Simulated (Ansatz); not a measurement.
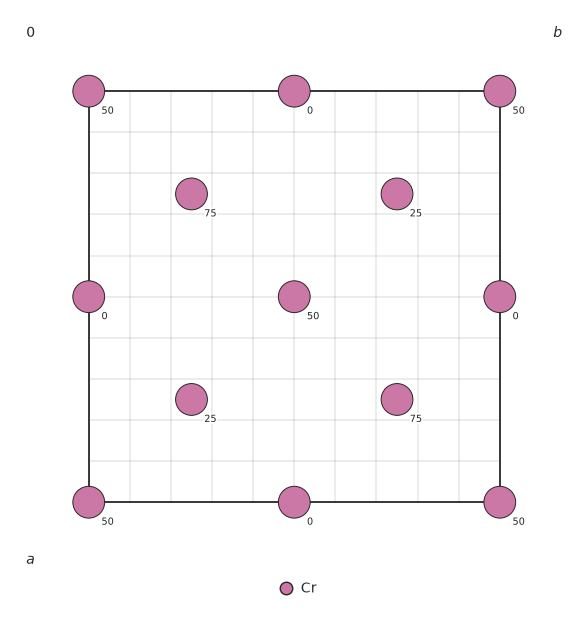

Plan of a unit cell projected along c (a down the page, b across); the numbers are heights in hundredths of c, and atoms on the cell's edges are repeated. The grid marks tenths of a and b. Source: the input geometry of an electronic-structure calculation (not necessarily at equilibrium); the starting structure was generated, so it need not be a known form of this composition. All values are computed from the atomic coordinates in the standard setting (tolerance 0.002 Å).

a = 5.139 Å, b = 5.139 Å, c = 5.139 Å, α = 90.00°, β = 90.00°, γ = 90.00°.

What does the cell contain?

8 Cr: Cr, Z = 8.

Which space group?

No. 227, Fd-3m, origin choice 1, face-centred cubic.

Give the fractional coordinates of all atoms, to two places.

| atom | x | y | z |
| --- | --- | --- | --- |
| Cr | 0.75 | 0.75 | 0.75 |
| Cr | 0.00 | 0.50 | 0.00 |
| Cr | 0.75 | 0.25 | 0.25 |
| Cr | 0.00 | 0.00 | 0.50 |
| Cr | 0.25 | 0.75 | 0.25 |
| Cr | 0.50 | 0.50 | 0.50 |
| Cr | 0.25 | 0.25 | 0.75 |
| Cr | 0.50 | 0.00 | 0.00 |
